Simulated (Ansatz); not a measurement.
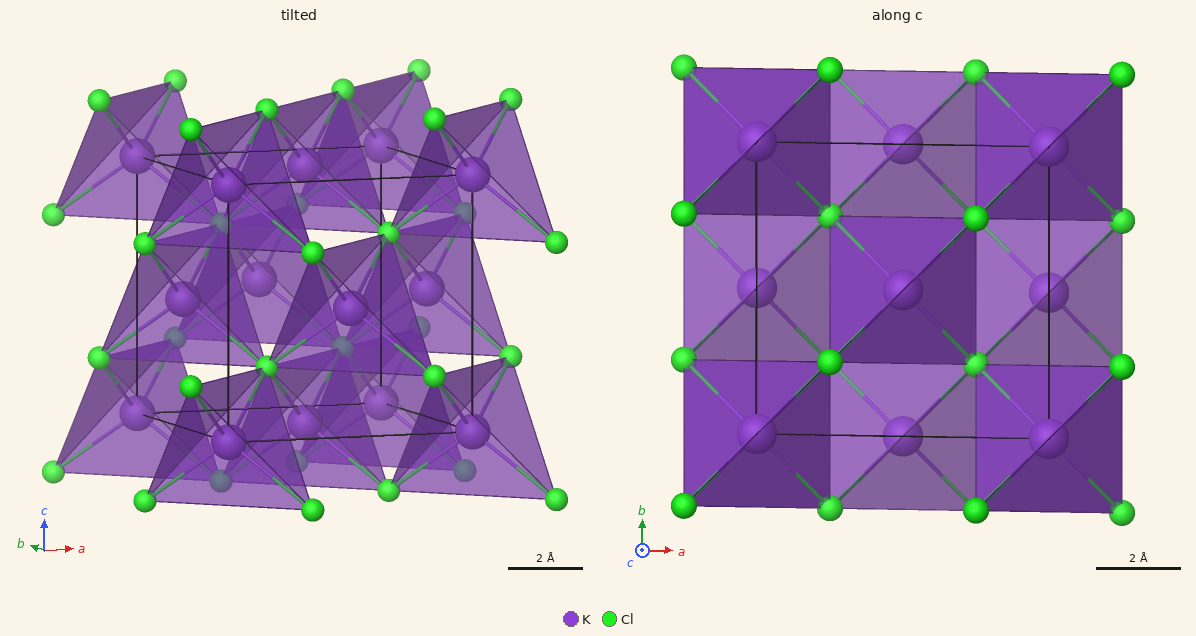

The crystal in a polyhedral representation, seen slightly off an axis and along the c axis. Atoms at the boundary of the drawn cell (a repeat of the simulation cell) (the box) are drawn once for each face, edge or corner they touch. A few atoms beyond the faces are included.

KCl, a = 7.015 Å, b = 7.015 Å, c = 7.015 Å, α = 90.00°, β = 90.00°, γ = 90.94°. Strictly the space group is Imm2 (No. 44, within 0.01 Å). It is a distorted form of a face-centred cubic structure, space group F-43m (No. 216) within 0.25 Å: zinc blende (sphalerite type). Origin of the cell: a structure type filled with these elements by a generator (whether the compound takes this form wasn't checked). The cell was then strained or its atoms displaced on purpose. It was run through Ansatz as a DFT input.

This one geometry was computed with Ansatz (DFT, plane waves, PAW) at three levels of theory: r2SCAN, PBE and HSE06. It was relaxed with r2SCAN and then strained.

Question: How does the band gap change with the level of theory?

Answer: PBE: a gap of 4.76 eV, indirect; r2SCAN: a gap of 5.34 eV, indirect; HSE06: a gap of 6.01 eV, indirect.

Question: Collect the results in a table.

Answer:
| level | cutoff (eV) | k-mesh of the run's cell | gap (eV) | pressure (GPa) |
| --- | --- | --- | --- | --- |
| r2SCAN | 500 | 6×6×6 | 5.34 | 0.0 |
| PBE | 420 | 6×6×6 | 4.76 | 0.3 |
| HSE06 | 420 | 4×4×4 | 6.01 | 0.1 |

Gaps are taken on the k-mesh or band path of each run.
